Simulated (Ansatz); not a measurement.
Convergence test: the smearing width is varied and all else is held.
- system: As (R-3m, 2 atoms in the cell)
- method: DFT, LDA (PW92), plane waves (420 eV) with PAW, scalar-relativistic in Ansatz; 10×10×10 k-mesh, Gaussian smearing
ΔE is the free energy less its value at the smallest setting, 0.01 eV.
Dashed lines or grey bands mark the tolerance: 1 meV/atom and 0.1 GPa.
On logarithmic panels, open markers lie below the reference value and filled ones above.
Values: 1 eV, 0.6 eV, 0.3 eV, 0.2 eV, 0.1 eV, 0.03 eV and 0.01 eV.

> How do the results converge (to 1 meV/atom and 0.1 GPa)?

The free energy is within 1 meV/atom of the smallest setting's value from 0.2 eV down. It is off by 50 meV/atom at 1 eV, 11 meV/atom at 0.6 eV and 1.8 meV/atom at 0.3 eV (always below it). The pressure is within 0.1 GPa of the smallest setting's value from 0.6 eV down. It is 0.29 GPa at 1 eV and −0.00 GPa at 0.01 eV. The free energy falls with the width because it holds the −TS term of the fractional occupations.

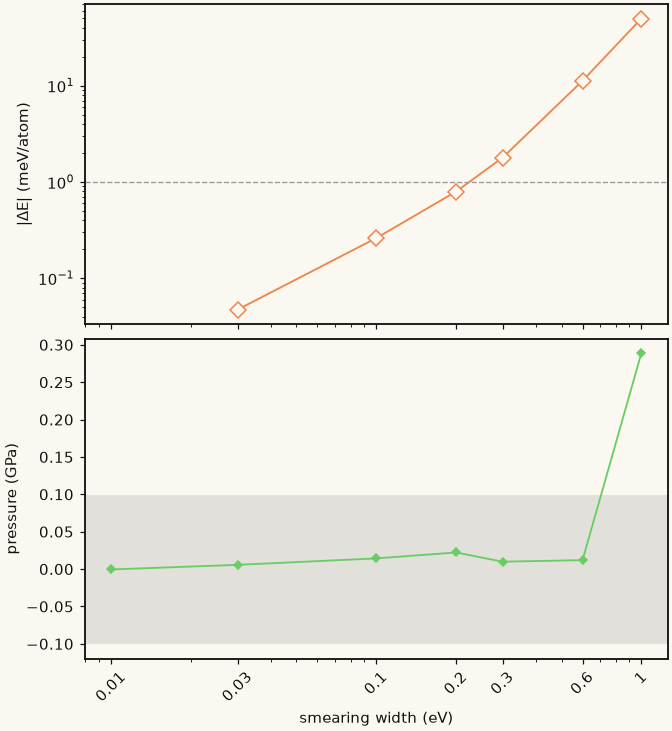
